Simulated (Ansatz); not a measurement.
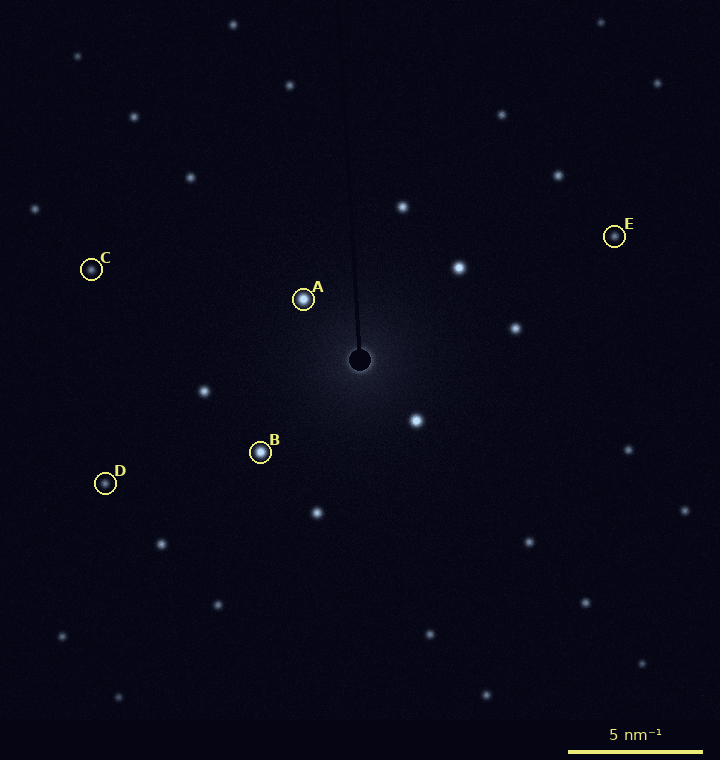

Simulated selected-area electron diffraction pattern (300 kV, kinematic approximation, thin crystal, B = 0.3 Å² for all atoms). The zone axis points towards the electron source and the pattern is seen from the source side.

The sample is Mo, space group Fd-3m (No. 227), a = 5.570 Å. Structure: the input geometry of an electronic-structure calculation (not necessarily at equilibrium); the starting structure was generated, so it need not be a known form of this composition.

Spot A is indexed -1 1 1 and spot B 0 -2 2.

What are the indices of the remaining marked spots?

Answer. C = 3A + B = -3 1 5 (d = 0.941 Å). D = A + 2B = -1 -3 5 (d = 0.941 Å). E = −A − 2B = 1 3 -5 (d = 0.941 Å).

Find the zone axis.

Answer. The cross product of A and B is parallel to [211]; every spot obeys hu + kv + lw = 0.
